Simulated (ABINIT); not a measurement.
**Geometry relaxation, with input and output: ZnSe (part 2 of 2)**

The same run, continued: ZnSe (F-43m, 2 atoms in the cell); Kohn-Sham DFT of a periodic cell, PBEsol, PseudoDojo NC SR PBEsol v0.4.1 standard, no spin polarisation (ABINIT 10.8.3); cutoff 1170.09 eV, 6×6×6 k-mesh, fermi-dirac of 0.05 eV. The structure derives from an entry of the Crystallography Open Database.

Geometry of the input (Å; fractional positions):
```
0.0000  2.8338  2.8338
2.8338  0.0000  2.8338
2.8338  2.8338  0.0000
Se 0.7500  0.7500  0.7500
Zn 0.0000  0.0000  0.0000
```

What the program printed, continued
```
 Cartesian coordinates (xcart) [bohr]
  8.02327390126832E+00  8.02327390126832E+00  8.02327390126832E+00
 -3.76673122628082E-29 -1.25557707542694E-29  6.27788537713471E-29
 Reduced coordinates (xred)
  7.50000000000000E-01  7.50000000000000E-01  7.50000000000000E-01
  8.21582277647210E-30  3.52106690420233E-30 -1.05632007126070E-29
 Cartesian forces (fcart) [Ha/bohr]; max,rms= 3.77555E-29 2.40987E-29 (free atoms)
 -1.25851612584643E-29 -1.25851612584643E-29  3.77554837753928E-29
  1.25851612584643E-29  1.25851612584643E-29 -3.77554837753928E-29
 Gradient of E wrt nuclear positions in reduced coordinates (gred)
 -1.34632261157719E-28 -1.34632261157719E-28  1.34632261157719E-28
  1.34632261157719E-28  1.34632261157719E-28 -1.34632261157719E-28
 Scale of Primitive Cell (acell) [bohr]
  7.56441517720517E+00  7.56441517720517E+00  7.56441517720517E+00
 Real space primitive translations (rprimd) [bohr]
  0.00000000000000E+00  5.34884926751221E+00  5.34884926751221E+00
  5.34884926751221E+00  0.00000000000000E+00  5.34884926751221E+00
  5.34884926751221E+00  5.34884926751221E+00  0.00000000000000E+00
 Unitary Cell Volume (ucvol) [Bohr^3]=  3.06063171459509E+02
 Angles (23,13,12)= [degrees]
  6.00000000000000E+01  6.00000000000000E+01  6.00000000000000E+01
 Lengths [Bohr]
  7.56441517720516E+00  7.56441517720516E+00  7.56441517720516E+00
 Stress tensor in cartesian coordinates (strten) [Ha/bohr^3]
  3.17409199437797E-05  0.00000000000000E+00  0.00000000000000E+00
  0.00000000000000E+00  3.17409199437832E-05  0.00000000000000E+00
  0.00000000000000E+00  0.00000000000000E+00  3.17409199437763E-05
 Total energy (etotal) [Ha]= -3.30075162344154E+02

 Difference of energy with previous step (new-old):
           Absolute (Ha)=-3.79785E-05
           Relative     =-1.15060E-07

--- Iteration: ( 3/50) Internal Cycle: (1/1)
--------------------------------------------------------------------------------

---SELF-CONSISTENT-FIELD CONVERGENCE--------------------------------------------

--- !BeginCycle
iteration_state: {dtset: 1, itime: 3, icycle: 1, }
solver: {iscf: 7, nstep: 80, nline: 4, wfoptalg: 0, }
tolerances: {tolvrs: 1.00E-12, }
...

     iter   Etot(hartree)      deltaE(h)  residm     vres2
 ETOT  1  -330.04520511190    -3.300E+02 5.735E-02 3.400E+02
 ETOT  2  -330.05726942934    -1.206E-02 8.269E-05 8.820E+01
 ETOT  3  -330.07323117080    -1.596E-02 1.004E-03 1.811E+01
 ETOT  4  -330.07520794794    -1.977E-03 5.094E-05 5.422E-01
 ETOT  5  -330.07522780211    -1.985E-05 2.066E-05 4.350E-02
 ETOT  6  -330.07523466008    -6.858E-06 1.290E-06 2.264E-04
 ETOT  7  -330.07523470306    -4.298E-08 1.019E-06 2.005E-05
 ETOT  8  -330.07523470477    -1.707E-09 7.480E-08 7.413E-07
 ETOT  9  -330.07523470481    -4.405E-11 8.621E-08 3.638E-08
 ETOT 10  -330.07523470481     8.413E-12 6.254E-09 3.655E-10
 ETOT 11  -330.07523470482    -1.023E-11 7.218E-09 6.221E-12
 ETOT 12  -330.07523470483    -1.137E-11 5.259E-10 3.556E-13

 At SCF step   12       vres2   =  3.56E-13 < tolvrs=  1.00E-12 =>converged.

 Cartesian components of stress tensor (hartree/bohr^3)
  sigma(1 1)= -8.80479198E-07  sigma(3 2)=  0.00000000E+00
  sigma(2 2)= -8.80479198E-07  sigma(3 1)=  0.00000000E+00
  sigma(3 3)= -8.80479198E-07  sigma(2 1)=  0.00000000E+00

--- !ResultsGS
iteration_state: {dtset: 1, itime: 3, icycle: 1, }
comment   : Summary of ground state results
lattice_vectors:
- [  0.0000000,   5.3217963,   5.3217963, ]
- [  5.3217963,   0.0000000,   5.3217963, ]
- [  5.3217963,   5.3217963,   0.0000000, ]
lattice_lengths: [   7.52616,    7.52616,    7.52616, ]
lattice_angles: [ 60.000,  60.000,  60.000, ] # degrees, (23, 13, 12)
lattice_volume:   3.0144268E+02
convergence: {deltae: -1.137E-11, res2:  3.556E-13, residm:  5.259E-10, diffor: null, }
etotal    :  -3.30075235E+02
entropy   :   0.00000000E+00
fermie    :   1.52948845E-01
cartesian_stress_tensor: # hartree/bohr^3
- [ -8.80479198E-07,   0.00000000E+00,   0.00000000E+00, ]
- [  0.00000000E+00,  -8.80479198E-07,   0.00000000E+00, ]
- [  0.00000000E+00,   0.00000000E+00,  -8.80479198E-07, ]
pressure_GPa:   2.5905E-02
xred      :
- [  7.5000E-01,   7.5000E-01,   7.5000E-01, Se]
- [ -1.0530E-29,  -1.5225E-29,   2.0680E-29, Zn]
cartesian_forces: # hartree/bohr
- [ -6.32456852E-30,  -6.32456852E-30,   1.89737056E-29, ]
- [  6.32456852E-30,   6.32456852E-30,  -1.89737056E-29, ]
force_length_stats: {min:   2.09762207E-29, max:   2.09762207E-29, mean:   2.09762207E-29, }
...

 Integrated electronic density in atomic spheres:
 ------------------------------------------------
 Atom  Sphere_radius  Integrated_density
    1        2.00000         13.28866642
    2        2.00000         18.11799654

---OUTPUT-----------------------------------------------------------------------

 Cartesian coordinates (xcart) [bohr]
  7.98269443824342E+00  7.98269443824342E+00  7.98269443824342E+00
  2.90306925225628E-29  5.40152269162152E-29 -1.37061146354993E-28
 Reduced coordinates (xred)
  7.50000000000000E-01  7.50000000000000E-01  7.50000000000000E-01
 -1.05299607320937E-29 -1.52247166043634E-29  2.06797718016693E-29
 Cartesian forces (fcart) [Ha/bohr]; max,rms= 1.89737E-29 1.21106E-29 (free atoms)
 -6.32456851815242E-30 -6.32456851815243E-30  1.89737055544573E-29
  6.32456851815242E-30  6.32456851815243E-30 -1.89737055544573E-29
 Gradient of E wrt nuclear positions in reduced coordinates (gred)
 -6.73161305788597E-29 -6.73161305788597E-29  6.73161305788597E-29
  6.73161305788597E-29  6.73161305788597E-29 -6.73161305788597E-29
 Scale of Primitive Cell (acell) [bohr]
  7.52615649256275E+00  7.52615649256274E+00  7.52615649256274E+00
 Real space primitive translations (rprimd) [bohr]
  0.00000000000000E+00  5.32179629216228E+00  5.32179629216228E+00
  5.32179629216228E+00  0.00000000000000E+00  5.32179629216228E+00
  5.32179629216228E+00  5.32179629216228E+00  0.00000000000000E+00
 Unitary Cell Volume (ucvol) [Bohr^3]=  3.01442675282518E+02
 Angles (23,13,12)= [degrees]
  6.00000000000000E+01  6.00000000000000E+01  6.00000000000000E+01
 Lengths [Bohr]
  7.52615649256275E+00  7.52615649256274E+00  7.52615649256274E+00
 Stress tensor in cartesian coordinates (strten) [Ha/bohr^3]
 -8.80479197860190E-07  0.00000000000000E+00  0.00000000000000E+00
  0.00000000000000E+00 -8.80479197870598E-07  0.00000000000000E+00
  0.00000000000000E+00  0.00000000000000E+00 -8.80479197867129E-07
 Total energy (etotal) [Ha]= -3.30075234704827E+02

 Difference of energy with previous step (new-old):
           Absolute (Ha)=-7.23607E-05
           Relative     =-2.19225E-07

--- Iteration: ( 4/50) Internal Cycle: (1/1)
--------------------------------------------------------------------------------

---SELF-CONSISTENT-FIELD CONVERGENCE--------------------------------------------

--- !BeginCycle
iteration_state: {dtset: 1, itime: 4, icycle: 1, }
solver: {iscf: 7, nstep: 80, nline: 4, wfoptalg: 0, }
tolerances: {tolvrs: 1.00E-12, }
...

     iter   Etot(hartree)      deltaE(h)  residm     vres2
 ETOT  1  -330.07520913609    -3.301E+02 5.383E-08 2.723E-01
 ETOT  2  -330.07521894493    -9.809E-06 7.168E-08 8.149E-02
 ETOT  3  -330.07523361536    -1.467E-05 6.739E-07 1.030E-02
 ETOT  4  -330.07523474001    -1.125E-06 3.451E-08 3.436E-04
 ETOT  5  -330.07523475372    -1.370E-08 1.153E-08 1.659E-05
 ETOT  6  -330.07523475635    -2.629E-09 7.906E-10 9.257E-08
 ETOT  7  -330.07523475636    -1.125E-11 5.963E-10 6.426E-09
 ETOT  8  -330.07523475635     8.811E-12 5.100E-11 2.579E-10
 ETOT  9  -330.07523475635    -5.457E-12 5.400E-11 1.992E-11
 ETOT 10  -330.07523475634     1.035E-11 4.460E-12 2.282E-13

 At SCF step   10       vres2   =  2.28E-13 < tolvrs=  1.00E-12 =>converged.

 Cartesian components of stress tensor (hartree/bohr^3)
  sigma(1 1)=  1.83071553E-08  sigma(3 2)=  0.00000000E+00
  sigma(2 2)=  1.83071553E-08  sigma(3 1)=  0.00000000E+00
  sigma(3 3)=  1.83071553E-08  sigma(2 1)=  0.00000000E+00

--- !ResultsGS
iteration_state: {dtset: 1, itime: 4, icycle: 1, }
comment   : Summary of ground state results
lattice_vectors:
- [  0.0000000,   5.3225157,   5.3225157, ]
- [  5.3225157,   0.0000000,   5.3225157, ]
- [  5.3225157,   5.3225157,   0.0000000, ]
lattice_lengths: [   7.52717,    7.52717,    7.52717, ]
lattice_angles: [ 60.000,  60.000,  60.000, ] # degrees, (23, 13, 12)
lattice_volume:   3.0156495E+02
convergence: {deltae:  1.035E-11, res2:  2.282E-13, residm:  4.460E-12, diffor: null, }
etotal    :  -3.30075235E+02
entropy   :   0.00000000E+00
fermie    :   1.52761628E-01
cartesian_stress_tensor: # hartree/bohr^3
- [  1.83071553E-08,   0.00000000E+00,   0.00000000E+00, ]
- [  0.00000000E+00,   1.83071553E-08,   0.00000000E+00, ]
- [  0.00000000E+00,   0.00000000E+00,   1.83071553E-08, ]
pressure_GPa:  -5.3862E-04
xred      :
- [  7.5000E-01,   7.5000E-01,   7.5000E-01, Se]
- [ -1.1839E-29,  -1.6534E-29,   2.2861E-29, Zn]
cartesian_forces: # hartree/bohr
- [  6.32371362E-30,   6.32371362E-30,  -1.89711408E-29, ]
- [ -6.32371362E-30,  -6.32371362E-30,   1.89711408E-29, ]
force_length_stats: {min:   2.09733853E-29, max:   2.09733853E-29, mean:   2.09733853E-29, }
...

 Integrated electronic density in atomic spheres:
 ------------------------------------------------
 Atom  Sphere_radius  Integrated_density
    1        2.00000         13.25624354
    2        2.00000         18.11836544

---OUTPUT-----------------------------------------------------------------------

 Cartesian coordinates (xcart) [bohr]
  7.98377361720503E+00  7.98377361720503E+00  7.98377361720503E+00
  3.36787749590341E-29  5.86666870071979E-29 -1.51012148973430E-28
 Reduced coordinates (xred)
  7.50000000000000E-01  7.50000000000000E-01  7.50000000000000E-01
 -1.18387847934795E-29 -1.65335406657493E-29  2.28611452373123E-29
 Cartesian forces (fcart) [Ha/bohr]; max,rms= 1.89711E-29 1.21090E-29 (free atoms)
  6.32371361649647E-30  6.32371361649648E-30 -1.89711408494894E-29
 -6.32371361649647E-30 -6.32371361649648E-30  1.89711408494894E-29
 Gradient of E wrt nuclear positions in reduced coordinates (gred)
  6.73161305788597E-29  6.73161305788597E-29 -6.73161305788597E-29
 -6.73161305788597E-29 -6.73161305788597E-29  6.73161305788597E-29
 Scale of Primitive Cell (acell) [bohr]
  7.52717395224524E+00  7.52717395224524E+00  7.52717395224524E+00
 Real space primitive translations (rprimd) [bohr]
  0.00000000000000E+00  5.32251574480335E+00  5.32251574480335E+00
  5.32251574480335E+00  0.00000000000000E+00  5.32251574480335E+00
  5.32251574480335E+00  5.32251574480335E+00  0.00000000000000E+00
 Unitary Cell Volume (ucvol) [Bohr^3]=  3.01564947746962E+02
 Angles (23,13,12)= [degrees]
  6.00000000000000E+01  6.00000000000000E+01  6.00000000000000E+01
 Lengths [Bohr]
  7.52717395224524E+00  7.52717395224524E+00  7.52717395224524E+00
 Stress tensor in cartesian coordinates (strten) [Ha/bohr^3]
  1.83071552882497E-08  0.00000000000000E+00  0.00000000000000E+00
  0.00000000000000E+00  1.83071552882497E-08  0.00000000000000E+00
  0.00000000000000E+00  0.00000000000000E+00  1.83071552951886E-08
 Total energy (etotal) [Ha]= -3.30075234756343E+02

 Difference of energy with previous step (new-old):
           Absolute (Ha)=-5.15157E-08
           Relative     =-1.56072E-10

 At Broyd/MD step   4, gradients are converged :
  max grad (force/stress) = 1.8307E-06 < tolmxf= 2.0000E-05 ha/bohr (free atoms)

================================================================================

 ----iterations are completed or convergence reached----

 Mean square residual over all n,k,spin=   20.217E-15; max=  44.602E-13
 reduced coordinates (array xred) for    2 atoms
       0.750000000000      0.750000000000      0.750000000000
      -0.000000000000     -0.000000000000      0.000000000000
 rms dE/dt=  9.5199E-29; max dE/dt=  1.3463E-28; dE/dt below (all hartree)
    1       0.000000000000      0.000000000000      0.000000000000
    2      -0.000000000000     -0.000000000000      0.000000000000

 cartesian coordinates (angstrom) at end:
    1      4.22483105236734     4.22483105236734     4.22483105236734
    2      0.00000000000000     0.00000000000000    -0.00000000000000

 cartesian forces (hartree/bohr) at end:
    1      0.00000000000000     0.00000000000000    -0.00000000000000
    2     -0.00000000000000    -0.00000000000000     0.00000000000000
 frms,max,avg= 1.2108990E-29 1.8971141E-29   0.000E+00  0.000E+00  0.000E+00 h/b

 cartesian forces (eV/Angstrom) at end:
    1      0.00000000000000     0.00000000000000    -0.00000000000000
    2     -0.00000000000000    -0.00000000000000     0.00000000000000
 frms,max,avg= 6.2266928E-28 9.7553529E-28   0.000E+00  0.000E+00  0.000E+00 e/A
 length scales=  7.527173952245  7.527173952245  7.527173952245 bohr
              =  3.983208915329  3.983208915329  3.983208915329 angstroms
 Fermi (or HOMO) energy (hartree) =   0.15276   Average Vxc (hartree)=  -0.37456
 Eigenvalues (hartree) for nkpt=  16  k points:
 kpt#   1, nband= 22, wtk=  0.00463, kpt=  0.0000  0.0000  0.0000 (reduced coord)
  -4.46340   -2.78468   -2.78468   -2.78468   -1.59778   -1.59778   -1.59778   -1.59759
  -1.59759   -0.36372   -0.11429   -0.11429   -0.11429   -0.10004   -0.10004    0.12894
   0.12894    0.12894    0.17451    0.33999    0.33999    0.33999
      occupation numbers for kpt#   1
   2.00000    2.00000    2.00000    2.00000    2.00000    2.00000    2.00000    2.00000
   2.00000    2.00000    2.00000    2.00000    2.00000    2.00000    2.00000    2.00000
   2.00000    2.00000    0.00001    0.00000    0.00000    0.00000
 prteigrs : prtvol=0 or 1, do not print more k-points.

--- !EnergyTerms
iteration_state     : {dtset: 1, itime: 4, icycle: 1, }
comment             : Components of total free energy in Hartree
kinetic             :  1.70677121651584E+02
hartree             :  1.24120529279947E+02
xc                  : -4.62352518447144E+01
Ewald energy        : -1.65378023769786E+02
psp_core            :  6.65552795464584E+00
local_psp           : -3.19397178426755E+02
non_local_psp       : -1.00517959597945E+02
internal            : -3.30075234753023E+02
'-kT*entropy'       : -3.32007012191786E-09
total_energy        : -3.30075234756343E+02
total_energy_eV     : -8.98180470318770E+03
band_energy         : -4.31188759458651E+01
...

 Cartesian components of stress tensor (hartree/bohr^3)
  sigma(1 1)=  1.83071553E-08  sigma(3 2)=  0.00000000E+00
  sigma(2 2)=  1.83071553E-08  sigma(3 1)=  0.00000000E+00
  sigma(3 3)=  1.83071553E-08  sigma(2 1)=  0.00000000E+00

-Cartesian components of stress tensor (GPa)         [Pressure= -5.3862E-04 GPa]
- sigma(1 1)=  5.38615104E-04  sigma(3 2)=  0.00000000E+00
- sigma(2 2)=  5.38615104E-04  sigma(3 1)=  0.00000000E+00
- sigma(3 3)=  5.38615104E-04  sigma(2 1)=  0.00000000E+00

== END DATASET(S) ==============================================================
================================================================================

 -outvars: echo values of variables after computation  --------
            acell      7.5271739522E+00  7.5271739522E+00  7.5271739522E+00 Bohr
           etotal     -3.3007523476E+02
            fcart      6.3237136165E-30  6.3237136165E-30 -1.8971140849E-29
                      -6.3237136165E-30 -6.3237136165E-30  1.8971140849E-29
            rprim      0.0000000000E+00  7.0710678119E-01  7.0710678119E-01
                       7.0710678119E-01  0.0000000000E+00  7.0710678119E-01
                       7.0710678119E-01  7.0710678119E-01  0.0000000000E+00
           strten      1.8307155288E-08  1.8307155288E-08  1.8307155295E-08
                       0.0000000000E+00  0.0000000000E+00  0.0000000000E+00
           xangst      4.2248310524E+00  4.2248310524E+00  4.2248310524E+00
                       1.7822040187E-29  3.1045073782E-29 -7.9912187752E-29
             xred      7.5000000000E-01  7.5000000000E-01  7.5000000000E-01
                      -1.1838784793E-29 -1.6533540666E-29  2.2861145237E-29
 Calculation completed.
```

Trajectory as extended XYZ (Å, eV, eV/Å), 4 frames, from step=0 to step=3
```
2
Lattice="0.0000 2.8338 2.8338 2.8338 0.0000 2.8338 2.8338 2.8338 0.0000" Properties=species:S:1:pos:R:3:forces:R:3 step=0 energy=-8981.80170
Se    4.2507    4.2507    4.2507    0.0000   0.0000   0.0000
Zn    0.0000    0.0000    0.0000    0.0000   0.0000   0.0000
2
Lattice="0.0000 2.8305 2.8305 2.8305 0.0000 2.8305 2.8305 2.8305 0.0000" Properties=species:S:1:pos:R:3:forces:R:3 step=1 energy=-8981.80273
Se    4.2457    4.2457    4.2457    0.0000   0.0000   0.0000
Zn    0.0000    0.0000    0.0000    0.0000   0.0000   0.0000
2
Lattice="0.0000 2.8162 2.8162 2.8162 0.0000 2.8162 2.8162 2.8162 0.0000" Properties=species:S:1:pos:R:3:forces:R:3 step=2 energy=-8981.80470
Se    4.2243    4.2243    4.2243    0.0000   0.0000   0.0000
Zn    0.0000    0.0000    0.0000    0.0000   0.0000   0.0000
2
Lattice="0.0000 2.8166 2.8166 2.8166 0.0000 2.8166 2.8166 2.8166 0.0000" Properties=species:S:1:pos:R:3:forces:R:3 step=3 energy=-8981.80470
Se    4.2248    4.2248    4.2248    0.0000   0.0000   0.0000
Zn    0.0000    0.0000    0.0000    0.0000   0.0000   0.0000
```

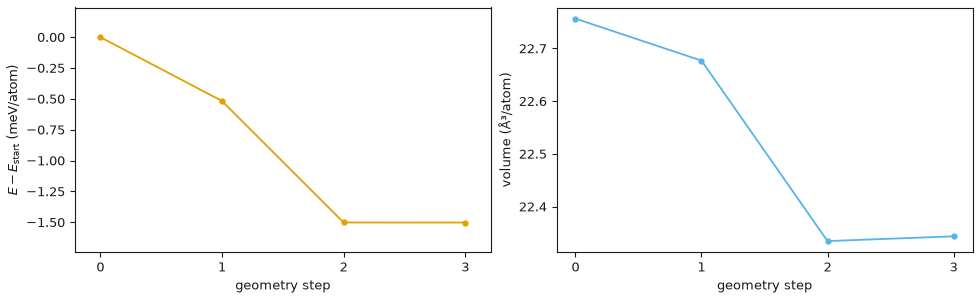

Fig. 1: Progress of the relaxation, step by step (steps are counted from 0).

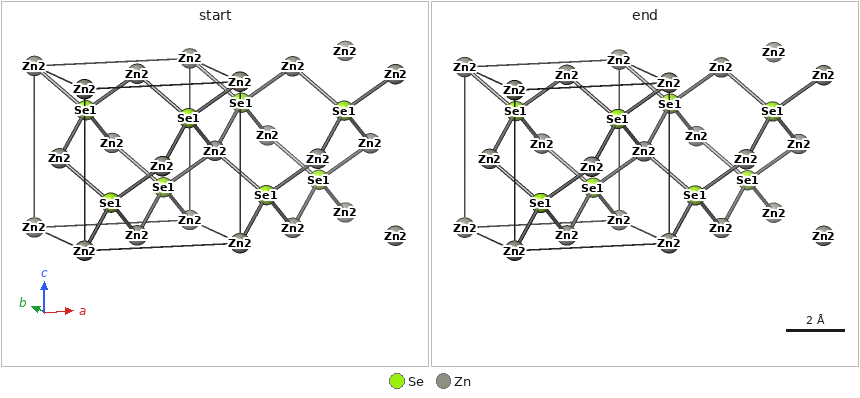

Fig. 2: Before (left) and after (right) the relaxation, at one scale (ball-and-stick view of the cell 4 times as large as that of the calculation, set on its symmetry axes, repeated 2 × 1 × 1, seen slightly off an axis). The atoms keep their places relative to the cell (all moves are under 0.005 Å). Cell: a = b = c 5.668 → 5.633 Å (−0.6 %). Volume −1.8 %. Among the contacts that change: Se1–Zn2 2.454 → 2.439 Å. The space group stays F-43m (No. 216). After 3 geometry steps the energy has fallen by 1.5 meV per atom. All forces vanish by symmetry, so only the cell relaxes. (Atoms are counted from 1 in the order of the input.)

Summary

| quantity | value |
| --- | --- |
| outcome | converged |
| space group (tolerance 0.01 Å) | F-43m (216) |
| electrons treated | 36 |
| free energy | −8981.8047 eV |
| Fermi energy | 4.157 eV |
| gap on the k-point mesh | 1.24 eV |
| pressure | 0.00 GPa |
| final volume | 44.69 Å³ |
| largest force (length of the vector) at the end | under 0.001 eV/Å |
| final cell | a = 3.983 Å, b = 3.983 Å, c = 3.983 Å, α = 60.00°, β = 60.00°, γ = 60.00° |
| wall time | 77 s (CPU time 5.1 min) |
| peak memory | 0.4 GiB |
